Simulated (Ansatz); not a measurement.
Geometry relaxation, with input and output: Ru (part 1 of 2)

- system: Ru (P6/mmm, 3 atoms in the cell)
- method: DFT r2SCAN, scalar-relativistic, plane waves, PAW, no spin polarisation (Ansatz 0.2.0)

The structure was built on a prototype by a generator; it need not be a known phase. It belongs to a series of runs on one base structure; here: omega type (P6/mmm, No. 191). Figures and captions count atoms from 1; the log counts them from 0 in places.

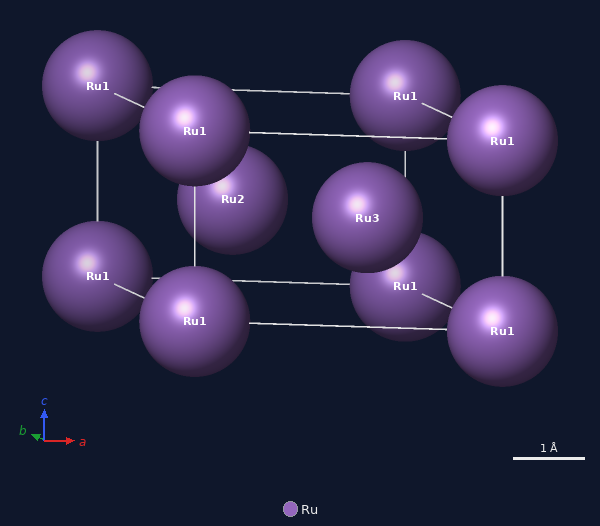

Fig. 1: The input geometry (spheres-only view of the cell of the calculation, seen slightly off an axis; atoms are numbered from 1 in the order of the input).

**Key numbers**

- outcome: converged
- space group (tolerance 0.01 Å): P6/mmm (191)
- electrons treated: 48
- free energy: −17671.2269 eV
- Fermi energy: 23.063 eV
- gap on the k-point mesh: none (metallic)
- pressure: 0.02 GPa
- final volume: 41.53 Å³
- largest force (length of the vector) at the end: under 0.001 eV/Å
- final cell: a = 4.237 Å, b = 4.237 Å, c = 2.671 Å, α = 90.00°, β = 90.00°, γ = 120.00°
- hardware: 1 thread of an x86-64 CPU, shared host
- wall time: 42 s
- peak memory: 0.49 GiB

**The input**
```yaml
crystal:
  lattice:
    - [4.4642422224, 0.0, 0.0]
    - [-2.2321211112, 3.8661471732, 0.0]
    - [0.0, 0.0, 2.7367745798]
  atoms:
    - { symbol: Ru, position: [0.0, 0.0, 0.0] }
    - { symbol: Ru, position: [0.3333333333, 0.6666666667, 0.5] }
    - { symbol: Ru, position: [0.6666666667, 0.3333333333, 0.5] }
basis:
  ecutwfc: 500
kpoints:
  mp_grid: { grid: [6, 6, 6] }
hamiltonian:
  xc: r2scan
scf:
  occupations: { method: gaussian, width: 0.1 }
  lower_state_search: "off"
output:
  forces: true
  stress: true
  eigenvalues: true
relax:
  adjacent_minimum: "off"
  f_tol: 0.04
  max_steps: 70
  cell: { stress_tol: 0.4 }
```

**What the program printed**
```
Engine: ansatz 0.2.0, x86_64-unknown-linux-gnu
Pseudopotentials: kind: paw
Pseudopotential: Ru, paw, valence charge 16, recommended cutoff 500 eV (meta_gga), Ru.paw.azcp
Functional definition: r2SCAN
  parameter k0 = 0.174
  parameter k1 = 0.065
  parameter a1 = 4.9479
  exchange = r2scan_x(k0 = k0, k1 = k1, a1 = a1)
  correlation = r2scan_c
Crystal: 3 atoms, lattice volume = 47.235 Å³
Basis set: ecut = 500 eV, 1179 PW (Γ), exchange–correlation on 144×144×80 points (64 copies of the dense FFT grid, shifted against one another)
Bands: 29, of which v1, the nominal top of the filled ones, is band 24 counted from 1 (23 counted from 0)
Symmetry: 24 space group operations
Space group: P6/mmm (ITA 191), of the structure as read, at distance tolerance 3.6e-5 Å
k-points: 28 of 216
Non-local potential: Ru, projectors of the file, l = 0: 3, l = 1: 2, l = 2: 2, l = 3: 1
PAW form: soft (Blöchl's): semilocal exchange-correlation on the pseudo side does not see the compensation charge
PAW frozen core: Ru, regenerated for the run's functional (the file was generated under x = pbe(κ = 0.804, μ = 0.2195149727645171), c = pbe(β = 0.06672455060314922))
PAW one-centre angular grid: Ru, 590 points (default); XC on 160 Gauss nodes
Initial density: superposition of atomic densities (neutral atoms: chi_scale 0, normalization atom), corrected by the library's trained network
Initial wavefunctions: pseudopotential atomic-orbital guess
Functional: x = r2scan, c = r2scan; τ floored in thin density (d = 2e-4 eV/Å³)
SCF iter   1: F=-17670.562370 eV  HF=-17670.549186 eV  |F-HF|=1.32e-2  |Δ(HF+E_count)|=         —  Δρ=1.09e-2  dr2=3.29e-2  dr2_τ=2.65e-2  ethr=1.77e-3  ⟨swp⟩=4.4  Hψ=2848  notcnv=0
preconditioner: auto → none  [metal: Δε(μ)=0.030 eV  Ē_g=4.375 eV  σ=0.100 eV  W_gap=0.17  n_scr=8 (ndim 8)  ℏωp=26.5 eV  f_vac=0.000  D(μ)=5.18/eV (n_scr^D=68)  sad-step TF]
SCF iter   2: F=-17670.561801 eV  HF=-17670.581142 eV  |F-HF|=1.93e-2  |Δ(HF+E_count)|=   3.20e-2  Δρ=7.97e-3  dr2=3.01e-2  dr2_τ=3.35e-3  ethr=6.85e-5  ⟨swp⟩=2.1  Hψ=1876  notcnv=0  defer=5
SCF iter   3: F=-17670.286751 eV  HF=-17670.603085 eV  |F-HF|=3.16e-1  |Δ(HF+E_count)|=   2.19e-2  Δρ=1.82e-2  dr2=3.44e-1  dr2_τ=1.96e-2  ethr=6.27e-5  ⟨swp⟩=2.0  Hψ=1367  notcnv=0  defer=5  recentre
SCF iter   4: F=-17670.583706 eV  HF=-17670.581916 eV  |F-HF|=1.79e-3  |Δ(HF+E_count)|=   2.12e-2  Δρ=3.92e-3  dr2=2.20e-3  dr2_τ=1.69e-4  ethr=6.27e-5  ⟨swp⟩=2.0  Hψ=1282  notcnv=0  defer=5
SCF iter   5: F=-17670.584383 eV  HF=-17670.584339 eV  |F-HF|=4.35e-5  |Δ(HF+E_count)|=   2.42e-3  Δρ=5.61e-4  dr2=1.11e-4  dr2_τ=1.53e-5  ethr=4.58e-6  ⟨swp⟩=2.0  Hψ=1678  notcnv=0  defer=8
SCF iter   6: F=-17670.584447 eV  HF=-17670.584433 eV  |F-HF|=1.40e-5  |Δ(HF+E_count)|=   9.39e-5  Δρ=2.16e-4  dr2=1.67e-5  dr2_τ=8.67e-7  ethr=2.32e-7  ⟨swp⟩=2.0  Hψ=1506  notcnv=0  defer=8
SCF iter   7: F=-17670.584458 eV  HF=-17670.584456 eV  |F-HF|=2.39e-6  |Δ(HF+E_count)|=   2.30e-5  Δρ=8.44e-5  dr2=1.90e-6  dr2_τ=2.54e-7  ethr=3.48e-8  ⟨swp⟩=2.0  Hψ=1418  notcnv=0  defer=8
SCF iter   8: F=-17670.584460 eV  HF=-17670.584459 eV  |F-HF|=4.96e-7  |Δ(HF+E_count)|=   2.98e-6  Δρ=3.27e-5  dr2=2.46e-7  dr2_τ=1.51e-8  ethr=3.96e-9  ⟨swp⟩=2.0  Hψ=1396  notcnv=0  defer=8
SCF iter   9: F=-17670.584460 eV  HF=-17670.584460 eV  |F-HF|=8.66e-10  |Δ(HF+E_count)|=   5.91e-7  Δρ=1.17e-5  dr2=6.82e-8  dr2_τ=3.66e-9  ethr=2.08e-10  ⟨swp⟩=6.0  Hψ=3140  notcnv=0
SCF 1 converged in 9 iterations: F = -17670.584460 eV  dr2 = 6.82e-8
  greatest PAW one-centre occupation: 0.996 electrons in one spin orbital (limit 2), on the Ru atom at site 2 (counted from 0), in its partial waves of l = 0
relax step   1: F+E_penalty+E_count = -17670.58445964 eV  Δ(F+E_penalty+E_count) = +0.000e0 eV  max|allowed force component| = 3.701e-17 eV/Å  Δτ_max = 0.0000 Å  P = -30.223 GPa  Ω = 47.235 Å³  (9 SCF iters, dr2 threshold 1.00e-7 eV, accepted)
Crystal: 3 atoms, lattice volume = 41.250 Å³
Basis set: ecut = 500 eV, 1071 PW (Γ), exchange–correlation on 144×144×80 points (64 copies of the dense FFT grid, shifted against one another)
Initial density: handed on by an earlier stage of this run
Initial wavefunctions: those handed on with the density
iter 1 solved again at ethr=1.34e-4 eV; its pass at ethr=3.10e-3 eV (dr2=6.41e-2 eV) is discarded
SCF iter   1: F=-17671.172686 eV  HF=-17670.201628 eV  |F-HF|=9.71e-1  |Δ(HF+E_count)|=         —  Δρ=1.24e-2  dr2=6.36e-2  dr2_τ=1.27e0  ethr=1.34e-4  ⟨swp⟩=1.0  Hψ=4707  notcnv=0
preconditioner: auto → none  [metal: Δε(μ)=0.019 eV  Ē_g=5.342 eV  σ=0.100 eV  W_gap=0.11  n_scr=8 (ndim 8)  ℏωp=28.3 eV  f_vac=0.000  D(μ)=4.99/eV (n_scr^D=68)]
SCF iter   2: F=-17670.907219 eV  HF=-17671.248869 eV  |F-HF|=3.42e-1  |Δ(HF+E_count)|=    1.05e0  Δρ=2.16e-2  dr2=3.75e-1  dr2_τ=2.46e-2  ethr=1.33e-4  ⟨swp⟩=2.0  Hψ=1737  notcnv=0  recentre
SCF iter   3: F=-17671.138830 eV  HF=-17671.225621 eV  |F-HF|=8.68e-2  |Δ(HF+E_count)|=   2.32e-2  Δρ=1.21e-2  dr2=1.05e-1  dr2_τ=5.96e-3  ethr=1.33e-4  ⟨swp⟩=2.1  Hψ=1534  notcnv=0  defer=3
SCF iter   4: F=-17671.223311 eV  HF=-17671.221510 eV  |F-HF|=1.80e-3  |Δ(HF+E_count)|=   4.11e-3  Δρ=3.09e-3  dr2=1.37e-3  dr2_τ=3.96e-4  ethr=1.33e-4  ⟨swp⟩=1.8  Hψ=1051  notcnv=0  defer=3
SCF iter   5: F=-17671.223355 eV  HF=-17671.223523 eV  |F-HF|=1.68e-4  |Δ(HF+E_count)|=   2.01e-3  Δρ=8.13e-4  dr2=2.48e-4  dr2_τ=2.71e-5  ethr=2.86e-6  ⟨swp⟩=2.1  Hψ=1538  notcnv=0  defer=3
SCF iter   6: F=-17671.223468 eV  HF=-17671.223478 eV  |F-HF|=9.34e-6  |Δ(HF+E_count)|=   4.50e-5  Δρ=2.73e-4  dr2=2.44e-5  dr2_τ=3.16e-6  ethr=5.18e-7  ⟨swp⟩=2.1  Hψ=1165  notcnv=0  defer=3
SCF iter   7: F=-17671.223480 eV  HF=-17671.223479 eV  |F-HF|=6.10e-7  |Δ(HF+E_count)|=   1.37e-6  Δρ=8.16e-5  dr2=1.02e-6  dr2_τ=2.48e-7  ethr=5.08e-8  ⟨swp⟩=2.0  Hψ=1112  notcnv=0  defer=3
SCF iter   8: F=-17671.223480 eV  HF=-17671.223480 eV  |F-HF|=7.32e-8  |Δ(HF+E_count)|=   1.11e-6  Δρ=1.68e-5  dr2=1.18e-7  dr2_τ=1.16e-8  ethr=6.25e-10  ⟨swp⟩=6.8  Hψ=3696  notcnv=0
SCF 2 converged in 8 iterations: F = -17671.223480 eV  dr2 = 1.18e-7
  greatest PAW one-centre occupation: 0.996 electrons in one spin orbital (limit 2), on the Ru atom at site 2 (counted from 0), in its partial waves of l = 1
relax step   2: F+E_penalty+E_count = -17671.22348015 eV  Δ(F+E_penalty+E_count) = -6.390e-1 eV  max|allowed force component| = 1.018e-16 eV/Å  Δτ_max = 0.0000 Å  P = +1.930 GPa  Ω = 41.250 Å³  energy of the carried Pulay correction = +4.371e-3 eV  (8 SCF iters, dr2 threshold 3.00e-7 eV, accepted)
Crystal: 3 atoms, lattice volume = 41.562 Å³
iter 1 solved again at ethr=1.79e-6 eV; its pass at ethr=3.10e-3 eV (dr2=8.57e-4 eV) is discarded
SCF iter   1: F=-17671.228310 eV  HF=-17671.219886 eV  |F-HF|=8.42e-3  |Δ(HF+E_count)|=         —  Δρ=1.48e-3  dr2=8.49e-4  dr2_τ=8.33e-3  ethr=1.79e-6  ⟨swp⟩=2.4  Hψ=4488  notcnv=0
preconditioner: auto → none  [metal: Δε(μ)=0.009 eV  Ē_g=5.190 eV  σ=0.100 eV  W_gap=0.05  n_scr=8 (ndim 8)  ℏωp=28.2 eV  f_vac=0.000  D(μ)=5.24/eV (n_scr^D=70)]
SCF iter   2: F=-17671.223395 eV  HF=-17671.229741 eV  |F-HF|=6.35e-3  |Δ(HF+E_count)|=   9.86e-3  Δρ=2.96e-3  dr2=6.95e-3  dr2_τ=4.45e-4  ethr=1.77e-6  ⟨swp⟩=2.2  Hψ=1605  notcnv=0  recentre
SCF iter   3: F=-17671.228481 eV  HF=-17671.229239 eV  |F-HF|=7.58e-4  |Δ(HF+E_count)|=   5.02e-4  Δρ=1.22e-3  dr2=9.14e-4  dr2_τ=5.56e-5  ethr=1.77e-6  ⟨swp⟩=2.0  Hψ=1328  notcnv=0
SCF iter   4: F=-17671.229195 eV  HF=-17671.229190 eV  |F-HF|=5.44e-6  |Δ(HF+E_count)|=   4.89e-5  Δρ=4.70e-4  dr2=3.45e-5  dr2_τ=3.04e-6  ethr=1.77e-6  ⟨swp⟩=1.1  Hψ=928  notcnv=0
SCF iter   5: F=-17671.229203 eV  HF=-17671.229203 eV  |F-HF|=4.01e-7  |Δ(HF+E_count)|=   1.29e-5  Δρ=9.99e-5  dr2=2.35e-6  dr2_τ=2.94e-7  ethr=7.18e-8  ⟨swp⟩=2.0  Hψ=1383  notcnv=0
SCF iter   6: F=-17671.229204 eV  HF=-17671.229204 eV  |F-HF|=5.83e-8  |Δ(HF+E_count)|=   8.92e-7  Δρ=2.93e-5  dr2=3.29e-7  dr2_τ=5.64e-8  ethr=4.90e-9  ⟨swp⟩=2.8  Hψ=1475  notcnv=0
SCF iter   7: F=-17671.229204 eV  HF=-17671.229204 eV  |F-HF|=2.77e-8  |Δ(HF+E_count)|=   9.38e-8  Δρ=1.12e-5  dr2=5.57e-8  dr2_τ=1.84e-9  ethr=6.25e-10  ⟨swp⟩=4.1  Hψ=2624  notcnv=0
SCF 3 converged in 7 iterations: F = -17671.229204 eV  dr2 = 5.57e-8
relax step   3: F+E_penalty+E_count = -17671.22920377 eV  Δ(F+E_penalty+E_count) = -5.724e-3 eV  max|allowed force component| = 7.710e-17 eV/Å  Δτ_max = 0.0000 Å  P = -0.287 GPa  Ω = 41.562 Å³  energy of the carried Pulay correction = +4.126e-3 eV  (7 SCF iters, dr2 threshold 3.00e-7 eV, accepted)
Crystal: 3 atoms, lattice volume = 41.528 Å³
Basis set: ecut = 500 eV, 1047 PW (Γ), exchange–correlation on 144×144×80 points (64 copies of the dense FFT grid, shifted against one another)
iter 1 solved again at ethr=1.63e-7 eV; its pass at ethr=3.10e-3 eV (dr2=7.81e-5 eV) is discarded
SCF iter   1: F=-17671.229769 eV  HF=-17671.228714 eV  |F-HF|=1.06e-3  |Δ(HF+E_count)|=         —  Δρ=5.31e-4  dr2=6.29e-5  dr2_τ=1.22e-3  ethr=1.63e-7  ⟨swp⟩=3.0  Hψ=4181  notcnv=0
preconditioner: auto → none  [metal: Δε(μ)=0.020 eV  Ē_g=5.208 eV  σ=0.100 eV  W_gap=0.11  n_scr=8 (ndim 8)  ℏωp=28.2 eV  f_vac=0.000  D(μ)=5.21/eV (n_scr^D=70)]
SCF iter   2: F=-17671.229644 eV  HF=-17671.229866 eV  |F-HF|=2.22e-4  |Δ(HF+E_count)|=   1.15e-3  Δρ=5.99e-4  dr2=2.52e-4  dr2_τ=1.53e-5  ethr=1.31e-7  ⟨swp⟩=2.2  Hψ=1496  notcnv=0  recentre
SCF iter   3: F=-17671.229640 eV  HF=-17671.229866 eV  |F-HF|=2.27e-4  |Δ(HF+E_count)|=   1.47e-7  Δρ=6.11e-4  dr2=2.58e-4  dr2_τ=1.53e-5  ethr=1.31e-7  ⟨swp⟩=2.0  Hψ=1134  notcnv=0
SCF iter   4: F=-17671.229848 eV  HF=-17671.229848 eV  |F-HF|=3.60e-7  |Δ(HF+E_count)|=   1.82e-5  Δρ=1.22e-4  dr2=2.86e-6  dr2_τ=4.13e-7  ethr=1.31e-7  ⟨swp⟩=2.0  Hψ=1030  notcnv=0
SCF iter   5: F=-17671.229849 eV  HF=-17671.229849 eV  |F-HF|=3.51e-7  |Δ(HF+E_count)|=   8.44e-7  Δρ=4.30e-5  dr2=2.49e-7  dr2_τ=5.25e-8  ethr=6.25e-10  ⟨swp⟩=3.1  Hψ=3698  notcnv=0
SCF 4 converged in 5 iterations: F = -17671.229849 eV  dr2 = 2.49e-7
```
